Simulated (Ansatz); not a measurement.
# MoS$_{2}$: geometry relaxation (part 2 of 2)

The same run, continued: MoS$_{2}$ (slab, 27 atoms in the cell); DFT PBE+D3(BJ), scalar-relativistic, plane waves, PAW, no spin polarisation (Ansatz 0.2.0); cutoff 420 eV, 2×2×1 k-mesh, Gaussian smearing of 0.05 eV. The structure derives from an entry of the Crystallography Open Database. The input holds or restrains some coordinates. It belongs to a series of runs on one base structure; here: clean slab, lower planes held.

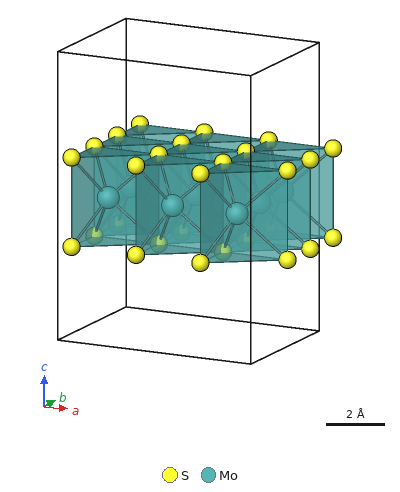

**Figure 1.** The geometry at step 2 of the log (polyhedral view of the cell of the calculation, with the vacuum cut short, seen slightly off an axis; polyhedra are completed across the faces of the cell).

## Output, continued
```
  k-point 0: bands = ["-61.5002", "-61.4685", "-61.4685", "-61.4685", "-61.4685", "-61.4685", "-61.4685", "-61.4525", "-61.4525", "-35.7229", "-35.7229", "-35.7229", "-35.7229", "-35.7229", "-35.7229", "-35.7216", "-35.7216", "-35.6756", "-35.6756", "-35.6598", "-35.5975", "-35.5975", "-35.5975", "-35.5975", "-35.5975", "-35.5975", "-35.5663", "-35.5663", "-35.4857", "-35.4857", "-35.4857", "-35.4857", "-35.4857", "-35.4857", "-35.4148", "-35.4148", "-14.8391", "-13.5308", "-13.4739", "-13.4739", "-13.4739", "-13.4739", "-13.4739", "-13.4739", "-12.9691", "-12.9691", "-12.9691", "-12.9691", "-12.9691", "-12.9691", "-12.5969", "-12.5969", "-12.5678", "-12.5678", "-6.3494", "-6.1527", "-6.1527", "-5.9573", "-5.9573", "-5.9573", "-5.9573", "-5.9573", "-5.9573", "-5.3185", "-5.3185", "-4.9128", "-4.9128", "-4.9128", "-4.9128", "-4.9128", "-4.9128", "-4.7849", "-4.7849", "-4.5772", "-4.5772", "-4.5772", "-4.5772", "-4.5772", "-4.5772", "-4.2172", "-4.2172", "-3.5869", "-3.5869", "-3.4951", "-3.4951", "-3.4951", "-3.4951", "-3.4951", "-3.4951", "-3.2368", "-3.2368", "-2.8689", "-2.8689", "-2.5240", "-2.3372", "-2.3372", "-2.3372", "-2.3372", "-2.3372", "-2.3372", "-2.1122", "-2.1122", "-1.9558", "-1.9558", "-1.9558", "-1.9558", "-1.9558", "-1.9558", "-1.6684", "-1.6684", "-1.6684", "-1.6684", "-1.6684", "-1.6684", "-0.7534", "-0.6652", "-0.6652", "1.1145", "1.1145", "1.6195", "1.6195", "1.6195", "1.6195", "1.6195", "1.6195", "1.6857", "1.6857", "1.6857", "1.6857", "1.6857", "1.6857", "2.1751", "2.1751", "2.3662", "2.3662", "2.4106", "2.4106", "2.7848", "2.7848", "2.7848", "2.7848", "2.7848", "2.7848", "2.9517"]
  k-point 1: bands = ["-61.4897", "-61.4897", "-61.4738", "-61.4738", "-61.4579", "-61.4579", "-61.4579", "-61.4579", "-61.4579", "-35.8224", "-35.7715", "-35.7715", "-35.7715", "-35.7715", "-35.6533", "-35.6533", "-35.6391", "-35.6391", "-35.6080", "-35.6080", "-35.5767", "-35.5767", "-35.5767", "-35.5767", "-35.5766", "-35.5621", "-35.5621", "-35.5621", "-35.5621", "-35.5192", "-35.5192", "-35.5091", "-35.4938", "-35.4938", "-35.4386", "-35.4386", "-14.4296", "-14.4296", "-13.7384", "-13.7384", "-13.3600", "-13.3600", "-13.0710", "-13.0710", "-12.9021", "-12.9021", "-12.9021", "-12.9021", "-12.8793", "-12.7393", "-12.7217", "-12.7217", "-12.7217", "-12.7217", "-6.5171", "-6.0409", "-6.0409", "-6.0409", "-6.0409", "-5.9232", "-5.9232", "-5.6359", "-5.6359", "-5.6229", "-5.6229", "-5.6229", "-5.6229", "-5.5392", "-4.7734", "-4.5140", "-4.5140", "-4.5140", "-4.5140", "-4.4816", "-4.4816", "-4.3709", "-4.3709", "-4.0121", "-4.0121", "-3.9105", "-3.9105", "-3.9105", "-3.9105", "-3.8859", "-3.8859", "-3.8204", "-3.6229", "-3.6229", "-3.0227", "-3.0227", "-3.0227", "-3.0227", "-2.8160", "-2.8160", "-2.6782", "-2.6782", "-2.5999", "-2.5999", "-2.5987", "-2.4131", "-2.4131", "-2.4131", "-2.4131", "-1.7579", "-1.7579", "-1.7155", "-1.7155", "-1.5674", "-1.4640", "-1.4640", "-1.3097", "-1.1449", "-1.1449", "-1.1449", "-1.1449", "-1.0087", "-1.0087", "1.2589", "1.2589", "1.6096", "1.6096", "1.6096", "1.6096", "1.6405", "1.6405", "1.6868", "1.8702", "1.8702", "1.9763", "1.9763", "2.0159", "2.0159", "2.0607", "2.0607", "2.1842", "2.2308", "2.2308", "2.2308", "2.2308", "2.7032", "2.7032", "2.7032", "2.7032", "2.7736"]
--- Relaxed structure (3 steps of the walk, 3 accepted, 0 SCFs on fresh bases) ---
  F+E_penalty+E_count = -60873.88089737 eV   max|allowed force component| = 6.222e-4 eV/Å
  atoms:
    - { symbol: S, position: [0.44444444444444436, 0.2222222222222222, 0.41825183220000006] }
    - { symbol: S, position: [0.4444444444444444, 0.5555555555555556, 0.41825183220000006] }
    - { symbol: S, position: [0.4444444444444444, 0.8888888888888888, 0.41825183220000006] }
    - { symbol: S, position: [0.7777777777777777, 0.2222222222222222, 0.41825183220000006] }
    - { symbol: S, position: [0.7777777777777777, 0.5555555555555556, 0.41825183220000006] }
    - { symbol: S, position: [0.7777777777777778, 0.8888888888888888, 0.41825183220000006] }
    - { symbol: S, position: [0.1111111111111111, 0.2222222222222222, 0.41825183220000006] }
    - { symbol: S, position: [0.1111111111111111, 0.5555555555555556, 0.41825183220000006] }
    - { symbol: S, position: [0.11111111111111116, 0.8888888888888888, 0.41825183220000006] }
    - { symbol: Mo, position: [0.22222222222222218, 0.1111111111111111, 0.5002297869619488] }
    - { symbol: Mo, position: [0.2222222222222222, 0.4444444444444444, 0.5002297869619488] }
    - { symbol: Mo, position: [0.2222222222222222, 0.7777777777777778, 0.5002297869619488] }
    - { symbol: Mo, position: [0.5555555555555555, 0.1111111111111111, 0.5002297869619488] }
    - { symbol: Mo, position: [0.5555555555555556, 0.4444444444444444, 0.5002297869619488] }
    - { symbol: Mo, position: [0.5555555555555556, 0.7777777777777778, 0.5002297869619488] }
    - { symbol: Mo, position: [0.8888888888888887, 0.1111111111111111, 0.5002297869619488] }
    - { symbol: Mo, position: [0.8888888888888887, 0.4444444444444444, 0.5002297869619488] }
    - { symbol: Mo, position: [0.8888888888888888, 0.7777777777777778, 0.5002297869619488] }
    - { symbol: S, position: [0.44444444444444436, 0.2222222222222222, 0.5822056992718949] }
    - { symbol: S, position: [0.4444444444444444, 0.5555555555555556, 0.5822056992718949] }
    - { symbol: S, position: [0.4444444444444444, 0.8888888888888888, 0.5822056992718949] }
    - { symbol: S, position: [0.7777777777777777, 0.2222222222222222, 0.5822056992718949] }
    - { symbol: S, position: [0.7777777777777777, 0.5555555555555556, 0.5822056992718949] }
    - { symbol: S, position: [0.7777777777777778, 0.8888888888888888, 0.5822056992718949] }
    - { symbol: S, position: [0.1111111111111111, 0.2222222222222222, 0.5822056992718949] }
    - { symbol: S, position: [0.1111111111111111, 0.5555555555555556, 0.5822056992718949] }
    - { symbol: S, position: [0.11111111111111116, 0.8888888888888888, 0.5822056992718949] }
```

## Trajectory as extended XYZ (Å, eV, eV/Å), 3 frames, from step=1 to step=3
```
27
Lattice="9.4588 0.0000 0.0000 -4.7294 8.1916 0.0000 0.0000 0.0000 19.1272" Properties=species:S:1:pos:R:3:forces:R:3 step=1 energy=-60873.87752
S     3.1529    1.8204    8.0000    0.0000   0.0000  -0.0718
S     1.5765    4.5509    8.0000    0.0000   0.0000  -0.0718
S     0.0000    7.2814    8.0000    0.0000   0.0000  -0.0718
S     6.3059    1.8204    8.0000    0.0000   0.0000  -0.0718
S     4.7294    4.5509    8.0000    0.0000   0.0000  -0.0718
S     3.1529    7.2814    8.0000    0.0000   0.0000  -0.0718
S     0.0000    1.8204    8.0000    0.0000   0.0000  -0.0718
S    -1.5765    4.5509    8.0000    0.0000   0.0000  -0.0718
S    -3.1529    7.2814    8.0000    0.0000   0.0000  -0.0718
Mo    1.5765    0.9102    9.5644    0.0000   0.0000  -0.0237
Mo    0.0000    3.6407    9.5644    0.0000   0.0000  -0.0237
Mo   -1.5765    6.3712    9.5644    0.0000   0.0000  -0.0237
Mo    4.7294    0.9102    9.5644    0.0000   0.0000  -0.0237
Mo    3.1529    3.6407    9.5644    0.0000   0.0000  -0.0237
Mo    1.5765    6.3712    9.5644    0.0000   0.0000  -0.0237
Mo    7.8824    0.9102    9.5644    0.0000   0.0000  -0.0237
Mo    6.3059    3.6407    9.5644    0.0000   0.0000  -0.0237
Mo    4.7294    6.3712    9.5644    0.0000   0.0000  -0.0237
S     3.1529    1.8204   11.1272    0.0000   0.0000   0.0955
S     1.5765    4.5509   11.1272    0.0000   0.0000   0.0955
S     0.0000    7.2814   11.1272    0.0000   0.0000   0.0955
S     6.3059    1.8204   11.1272    0.0000   0.0000   0.0955
S     4.7294    4.5509   11.1272    0.0000   0.0000   0.0955
S     3.1529    7.2814   11.1272    0.0000   0.0000   0.0955
S     0.0000    1.8204   11.1272    0.0000   0.0000   0.0955
S    -1.5765    4.5509   11.1272    0.0000   0.0000   0.0955
S    -3.1529    7.2814   11.1272    0.0000   0.0000   0.0955
27
Lattice="9.4588 0.0000 0.0000 -4.7294 8.1916 0.0000 0.0000 0.0000 19.1272" Properties=species:S:1:pos:R:3:forces:R:3 step=2 energy=-60873.88037
S     3.1529    1.8204    8.0000    0.0000   0.0000   0.0309
S     1.5765    4.5509    8.0000    0.0000   0.0000   0.0309
S     0.0000    7.2814    8.0000    0.0000   0.0000   0.0309
S     6.3059    1.8204    8.0000    0.0000   0.0000   0.0309
S     4.7294    4.5509    8.0000    0.0000   0.0000   0.0309
S     3.1529    7.2814    8.0000    0.0000   0.0000   0.0309
S     0.0000    1.8204    8.0000    0.0000   0.0000   0.0309
S    -1.5765    4.5509    8.0000    0.0000   0.0000   0.0309
S    -3.1529    7.2814    8.0000    0.0000   0.0000   0.0309
Mo    1.5765    0.9102    9.5696    0.0000   0.0000   0.0045
Mo    0.0000    3.6407    9.5696    0.0000   0.0000   0.0045
Mo   -1.5765    6.3712    9.5696    0.0000   0.0000   0.0045
Mo    4.7294    0.9102    9.5696    0.0000   0.0000   0.0045
Mo    3.1529    3.6407    9.5696    0.0000   0.0000   0.0045
Mo    1.5765    6.3712    9.5696    0.0000   0.0000   0.0045
Mo    7.8824    0.9102    9.5696    0.0000   0.0000   0.0045
Mo    6.3059    3.6407    9.5696    0.0000   0.0000   0.0045
Mo    4.7294    6.3712    9.5696    0.0000   0.0000   0.0045
S     3.1529    1.8204   11.1395    0.0000   0.0000  -0.0354
S     1.5765    4.5509   11.1395    0.0000   0.0000  -0.0354
S     0.0000    7.2814   11.1395    0.0000   0.0000  -0.0354
S     6.3059    1.8204   11.1395    0.0000   0.0000  -0.0354
S     4.7294    4.5509   11.1395    0.0000   0.0000  -0.0354
S     3.1529    7.2814   11.1395    0.0000   0.0000  -0.0354
S     0.0000    1.8204   11.1395    0.0000   0.0000  -0.0354
S    -1.5765    4.5509   11.1395    0.0000   0.0000  -0.0354
S    -3.1529    7.2814   11.1395    0.0000   0.0000  -0.0354
27
Lattice="9.4588 0.0000 0.0000 -4.7294 8.1916 0.0000 0.0000 0.0000 19.1272" Properties=species:S:1:pos:R:3:forces:R:3 step=3 energy=-60873.88090
S     3.1529    1.8204    8.0000    0.0000   0.0000   0.0003
S     1.5765    4.5509    8.0000    0.0000   0.0000   0.0003
S     0.0000    7.2814    8.0000    0.0000   0.0000   0.0003
S     6.3059    1.8204    8.0000    0.0000   0.0000   0.0003
S     4.7294    4.5509    8.0000    0.0000   0.0000   0.0003
S     3.1529    7.2814    8.0000    0.0000   0.0000   0.0003
S     0.0000    1.8204    8.0000    0.0000   0.0000   0.0003
S    -1.5765    4.5509    8.0000    0.0000   0.0000   0.0003
S    -3.1529    7.2814    8.0000    0.0000   0.0000   0.0003
Mo    1.5765    0.9102    9.5680    0.0000   0.0000  -0.0006
Mo    0.0000    3.6407    9.5680    0.0000   0.0000  -0.0006
Mo   -1.5765    6.3712    9.5680    0.0000   0.0000  -0.0006
Mo    4.7294    0.9102    9.5680    0.0000   0.0000  -0.0006
Mo    3.1529    3.6407    9.5680    0.0000   0.0000  -0.0006
Mo    1.5765    6.3712    9.5680    0.0000   0.0000  -0.0006
Mo    7.8824    0.9102    9.5680    0.0000   0.0000  -0.0006
Mo    6.3059    3.6407    9.5680    0.0000   0.0000  -0.0006
Mo    4.7294    6.3712    9.5680    0.0000   0.0000  -0.0006
S     3.1529    1.8204   11.1360    0.0000   0.0000   0.0003
S     1.5765    4.5509   11.1360    0.0000   0.0000   0.0003
S     0.0000    7.2814   11.1360    0.0000   0.0000   0.0003
S     6.3059    1.8204   11.1360    0.0000   0.0000   0.0003
S     4.7294    4.5509   11.1360    0.0000   0.0000   0.0003
S     3.1529    7.2814   11.1360    0.0000   0.0000   0.0003
S     0.0000    1.8204   11.1360    0.0000   0.0000   0.0003
S    -1.5765    4.5509   11.1360    0.0000   0.0000   0.0003
S    -3.1529    7.2814   11.1360    0.0000   0.0000   0.0003
```

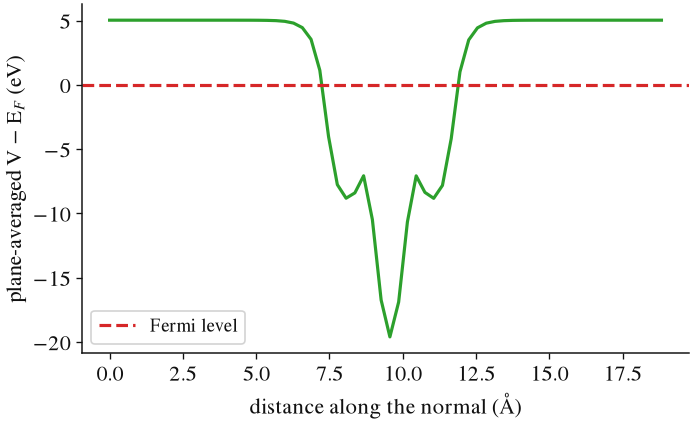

**Figure 2.** Plane average of the electrostatic potential energy of an electron across the cell, from the Fermi level. The vacuum level lies 5.03 eV above the Fermi level.

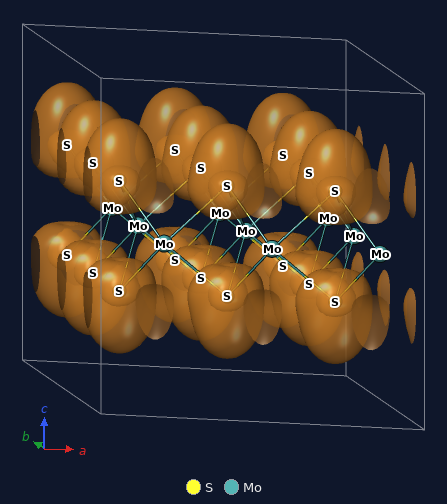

**Figure 3.** Isosurface of the electron localisation function at 0.7 (orange), seen slightly off an axis. Only the valence region is drawn (cores and ρ < 0.01 e/Å³ removed). Sticks mark near contacts. Counts are for one cell; the picture repeats the cell along the surface. Along the contacts the grid gives the following. Mo–S (2.40 Å): the ELF is about 0.45 at the midpoint. Core electrons are frozen (PAW), so the fields are smoothed inside the atomic spheres.

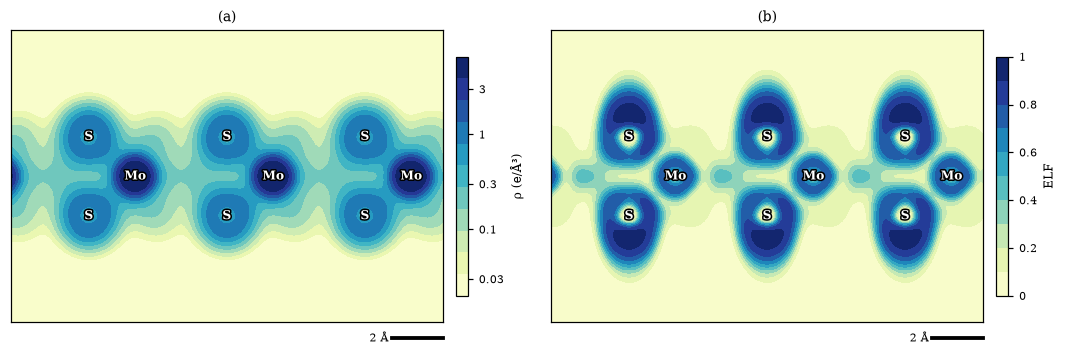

**Figure 4.** (a) valence charge density (pseudo); (b) electron localisation function on the (110) plane of the calculation cell, a cut from vacuum to vacuum. Atoms in the plane: S and Mo. Mo–S (2.40 Å): ρ is about 0.61 e/Å³ halfway; the ELF is about 0.45 at the midpoint. The density dies away to nearly zero in the vacuum. The strong features right at Mo lie inside the PAW spheres (semicore, d or f shells) and say nothing about bonding.

This output came from the following input.

## The input
```yaml
crystal:
  lattice:
    - [9.458846266, 0.0, 0.0]
    - [-4.729423133, 8.1916011569, 0.0]
    - [0.0, 0.0, 19.1272324097]
  atoms:
    - { symbol: S, position: [0.4444444444, 0.2222222222, 0.4182518322] }
    - { symbol: S, position: [0.4444444444, 0.5555555556, 0.4182518322] }
    - { symbol: S, position: [0.4444444444, 0.8888888889, 0.4182518322] }
    - { symbol: S, position: [0.7777777778, 0.2222222222, 0.4182518322] }
    - { symbol: S, position: [0.7777777778, 0.5555555556, 0.4182518322] }
    - { symbol: S, position: [0.7777777778, 0.8888888889, 0.4182518322] }
    - { symbol: S, position: [0.1111111111, 0.2222222222, 0.4182518322] }
    - { symbol: S, position: [0.1111111111, 0.5555555556, 0.4182518322] }
    - { symbol: S, position: [0.1111111111, 0.8888888889, 0.4182518322] }
    - { symbol: Mo, position: [0.2222222222, 0.1111111111, 0.5000400417] }
    - { symbol: Mo, position: [0.2222222222, 0.4444444444, 0.5000400417] }
    - { symbol: Mo, position: [0.2222222222, 0.7777777778, 0.5000400417] }
    - { symbol: Mo, position: [0.5555555556, 0.1111111111, 0.5000400417] }
    - { symbol: Mo, position: [0.5555555556, 0.4444444444, 0.5000400417] }
    - { symbol: Mo, position: [0.5555555556, 0.7777777778, 0.5000400417] }
    - { symbol: Mo, position: [0.8888888889, 0.1111111111, 0.5000400417] }
    - { symbol: Mo, position: [0.8888888889, 0.4444444444, 0.5000400417] }
    - { symbol: Mo, position: [0.8888888889, 0.7777777778, 0.5000400417] }
    - { symbol: S, position: [0.4444444444, 0.2222222222, 0.5817481678] }
    - { symbol: S, position: [0.4444444444, 0.5555555556, 0.5817481678] }
    - { symbol: S, position: [0.4444444444, 0.8888888889, 0.5817481678] }
    - { symbol: S, position: [0.7777777778, 0.2222222222, 0.5817481678] }
    - { symbol: S, position: [0.7777777778, 0.5555555556, 0.5817481678] }
    - { symbol: S, position: [0.7777777778, 0.8888888889, 0.5817481678] }
    - { symbol: S, position: [0.1111111111, 0.2222222222, 0.5817481678] }
    - { symbol: S, position: [0.1111111111, 0.5555555556, 0.5817481678] }
    - { symbol: S, position: [0.1111111111, 0.8888888889, 0.5817481678] }
basis:
  ecutwfc: 420
kpoints:
  mp_grid: { grid: [2, 2, 1] }
hamiltonian:
  xc: pbe
  dispersion: d3bj
scf:
  occupations: { method: gaussian, width: 0.05 }
output:
  forces: true
  eigenvalues: true
  write_density: true
  write_potential: true
  elf: true
  volumetric_format: npy
relax:
  adjacent_minimum: "off"
  f_tol: 0.03
  max_steps: 70
  constraints: [{ sites: [0, 1, 2, 3, 4, 5, 6, 7, 8] }]
efield:
  axis: 3
  dipole_correction: true
  ramp_width: 0.04
```

Launch command:
```bash
ansatz run input.yaml --threads 8 --pin off --max-ram 20480MiB --backend cpu --events-out ev --progress --plain --runs-dir out
```

## Key numbers

| quantity | value |
| --- | --- |
| outcome | converged under the restraints of the input |
| electrons treated | 234 |
| free energy | −60873.8809 eV |
| work function, top face | 5.03 eV |
| work function, bottom face | 5.03 eV |
| Fermi energy | 0.225 eV |
| gap on the k-point mesh | 1.78 eV |
| final volume | 1482.04 Å³ |
| work function (upper face) | 5.03 eV |
| largest force (length of the vector) at the end, held atoms and coordinates included | 0.001 eV/Å |
| hardware | 8 threads of AMD EPYC (Zen 3), 32 GiB of memory available, shared host |
| wall time | 11 s (CPU time 82 s) |
| peak memory | 2.5 GiB |
